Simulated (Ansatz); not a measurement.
```yaml
crystal:
  lattice:
    - [4.13117, 0.00000, 0.00000]
    - [-2.06558, 3.57770, 0.00000]
    - [0.00000, 0.00000, 11.27138]
  atoms:
    - { symbol: Eu, position: [0.00000, 0.00000, 0.00000] }
    - { symbol: S, position: [0.33333, 0.66667, 0.12212] }
    - { symbol: S, position: [0.66667, 0.33333, 0.37788] }
    - { symbol: Eu, position: [0.00000, 0.00000, 0.50000] }
    - { symbol: S, position: [0.33333, 0.66667, 0.62212] }
    - { symbol: S, position: [0.66667, 0.33333, 0.87788] }
```

Space group P-3m1; started from the CdI2 prototype, which need not be the ambient phase; no Hubbard U on the f states and no spin–orbit coupling; spin-polarised.

All numbers below come from DFT PBE, scalar-relativistic, plane waves, PAW (Ansatz 0.2.0).

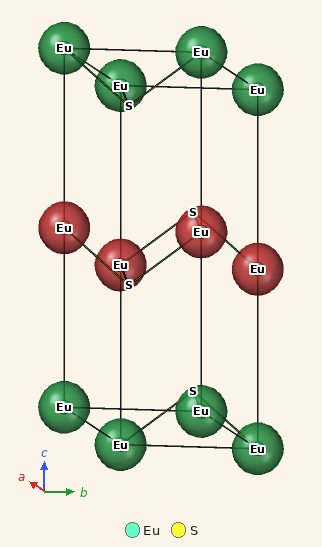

EuS$_{2}$. Isosurfaces of the spin density at +0.5 (green) and −0.5 e/Å³ (red), seen at an oblique angle. Sticks mark near contacts.

Core electrons are frozen (PAW), and the valence fields are smoothed inside the atomic spheres.

> Describe the spin distribution.

The spin density sits on Eu: +6.2 μB and −6.2 μB in one cell of 6 atoms, with smaller moments on other sites: S (±0.43 μB): antiferromagnetic in this solution, which needn't be the ground state, with nearest magnetic neighbours parallel and the sign changing further off. The cell of the calculation (6 atoms) carries 0.0 μB of net spin moment.
